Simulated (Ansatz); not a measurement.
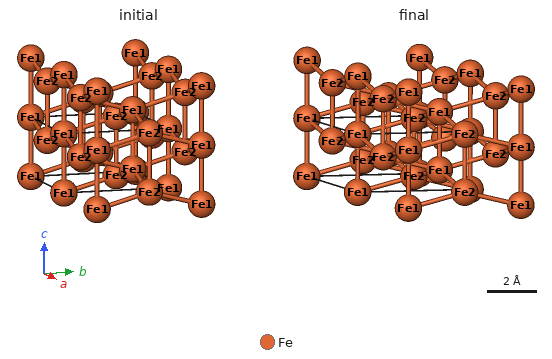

The structure of crystalline Fe (a generated structure, set up in I4_1/amd) before (left) and after (right) a relaxation, at one scale.

The picture is a ball-and-stick view of the conventional cell (2 times the calculation's cell), repeated 2 × 1 × 2 with one cell outlined, seen slightly off an axis. Lengths and directions refer to the drawn axes.

Phase: beta-Sn type.

Computed with DFT, r2SCAN, plane waves (500 eV) with PAW, scalar-relativistic (Ansatz 0.2.0). (plane-wave cutoff 500 eV; k-point mesh 14 × 14 × 10; occupations fermi dirac; smearing width 0.05 eV; collinear spin; cell and atoms relaxed; force threshold 0.01 eV/Å; at most 60 steps)

Q: What changed between the two?

A: The run was cut off at its time limit before the relaxation converged, so the last structure is only a point on the way. No atom moves by more than 0.005 Å relative to the cell. The volume changes by +0.4 %, with a = b 4.491 → 4.658 Å (+3.7 %), c 2.452 → 2.406 Å (−1.9 %), α 90.0° → 89.8°, β 90.0° → 89.8°, γ 90.0° → 72.1°. Near-neighbour distances that change, for instance: Fe1–Fe2 2.328 → 2.406 Å, Fe1–Fe1 2.452 → 2.406 Å. Bond angles that change, for instance: Fe2–Fe1–Fe2 94.0° → 76.9°, Fe2–Fe1–Fe2 94.0° → 110.7°, Fe2–Fe1–Fe2 94.0° → 110.4°. The space group (tolerance 0.01 Å) goes from I4_1/amd (No. 141) to C2/c (No. 15). After 7 geometry steps the energy has fallen by 167 meV per atom. The largest force component goes from 0.00019 to 0.0059 eV/Å. The pressure goes from 1.31 to −1.72 GPa.
